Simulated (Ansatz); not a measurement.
Structure data:

```yaml
crystal:
  lattice:
    - [8.57439, 0.00000, 0.00000]
    - [0.00000, 8.57439, 0.00000]
    - [0.00000, 0.00000, 3.73695]
  atoms:
    - { symbol: Ti, position: [0.00000, 0.29308, 0.00000] }
    - { symbol: Ti, position: [0.20692, 0.50000, 0.50000] }
    - { symbol: Ti, position: [0.79308, 0.50000, 0.50000] }
    - { symbol: Ti, position: [0.00000, 0.70692, 0.00000] }
    - { symbol: O, position: [0.15056, 0.50000, 0.00000] }
    - { symbol: O, position: [0.83837, 0.16163, 0.00000] }
    - { symbol: O, position: [0.00000, 0.65056, 0.50000] }
    - { symbol: O, position: [0.66163, 0.66163, 0.50000] }
    - { symbol: O, position: [0.33837, 0.33837, 0.50000] }
    - { symbol: O, position: [0.00000, 0.34944, 0.50000] }
    - { symbol: O, position: [0.16163, 0.83837, 0.00000] }
    - { symbol: O, position: [0.84944, 0.50000, 0.00000] }
    - { symbol: Ti, position: [0.50000, 0.79308, 0.50000] }
    - { symbol: Ti, position: [0.70692, 0.00000, 0.00000] }
    - { symbol: Ti, position: [0.29308, 0.00000, 0.00000] }
    - { symbol: Ti, position: [0.50000, 0.20692, 0.50000] }
    - { symbol: O, position: [0.65056, 0.00000, 0.50000] }
    - { symbol: O, position: [0.33837, 0.66163, 0.50000] }
    - { symbol: O, position: [0.50000, 0.15056, 0.00000] }
    - { symbol: O, position: [0.16163, 0.16163, 0.00000] }
    - { symbol: O, position: [0.83837, 0.83837, 0.00000] }
    - { symbol: O, position: [0.50000, 0.84944, 0.00000] }
    - { symbol: O, position: [0.66163, 0.33837, 0.50000] }
    - { symbol: O, position: [0.34944, 0.00000, 0.50000] }
```

**Before looking at a picture, describe the arrangement of atoms.**

Its composition is TiO₂. Space group I4/mmm (No. 139), lattice body-centred tetragonal. With Z = 8, the cell contains 8 Ti, 16 O. Ti is coordinated by six O at 1.79 to 2.19 Å. O takes two kinds of site: 8j with four Ti at 1.93 to 2.19 Å; 8h with two Ti at 1.79 Å. Not all metal-metal contacts are counted. The bonds build a three-dimensional framework.

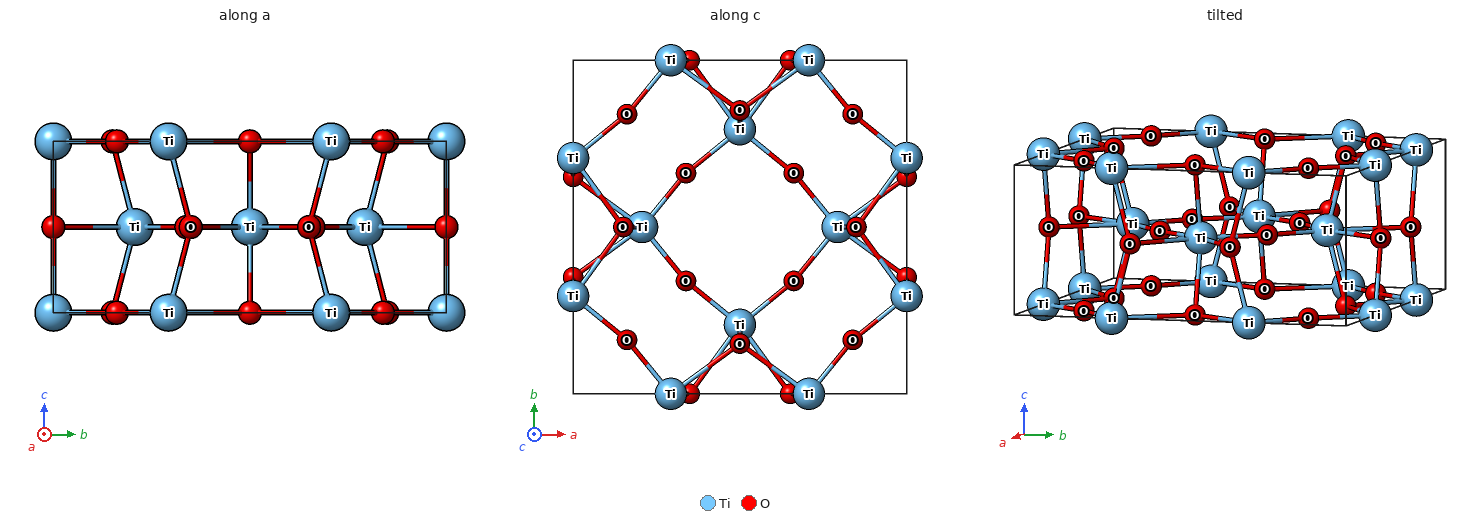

Drawn in the ball-and-stick manner and seen along the a axis, along the c axis and slightly off an axis. Thin lines show the conventional unit cell, with boundary atoms drawn in all their periodic places.

Origin of the cell: a structure listed in the Materials Project. Relaxation method: DFT LDA, scalar-relativistic, plane waves, PAW in Ansatz 0.2.0.
